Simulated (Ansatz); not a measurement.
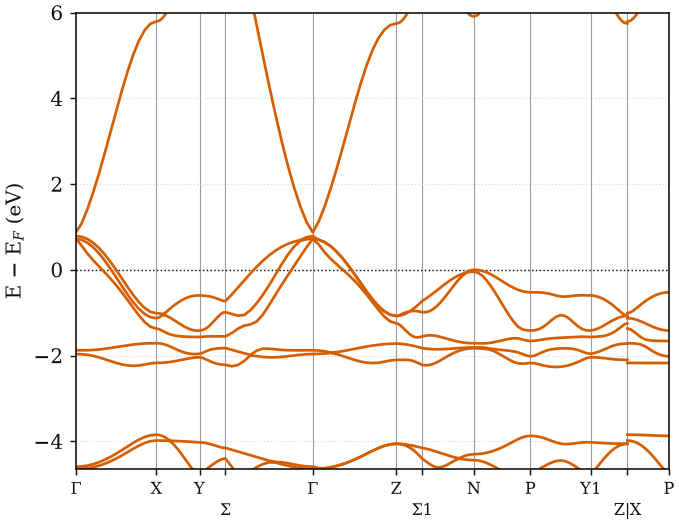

What does this figure show?

Band structure of tetragonally strained zincblende CuO, space group I-4m2, 2 atoms in the primitive cell (a = 3.291 Å, c = 4.468 Å (tetragonal axes)). Method: PBE, Ansatz PAW, no spin polarisation, no spin-orbit coupling, 8×8×8 k mesh, 420 eV cutoff, Fermi-Dirac smearing of 0.05 eV (Ansatz 0.2.0). Energies are counted from the Fermi level.

A metal: 3 bands cross the Fermi level along this path. At Γ the nearest levels lie 1.88 eV below and 0.72 eV above the Fermi level.

An odd number of electrons without spin polarisation forces a metal; a magnetic or distorted state may lie lower. The run has no spin polarisation, though such a crystal can be magnetic. Semilocal functionals often make such compounds metallic where correlation or magnetic order opens a gap, which also shifts bond lengths. The k mesh is thin for a metal, so its Fermi level is uncertain by some hundredths of an eV. The cell is under a strain of −4 % (uniaxial). The cell is at −6 GPa in this functional. Most measured crystals of this composition in the Crystallography Open Database have another space group (No. 15). The cell was built from a pattern and not relaxed, so its bond lengths can be off. In reduced coordinates of the cell that was run, X is (0, 0.5, 0.5), Y is (0.271, 0.5, 0.771), Σ is (0.386, 0.386, 0.771), Z is (−0.5, −0.5, 0), Σ1 is (−0.386, −0.386, 0.229), N is (0, 0, 0.5), P is (−0.25, 0.25, 0.5) and Y1 is (−0.5, −0.271, 0.229).
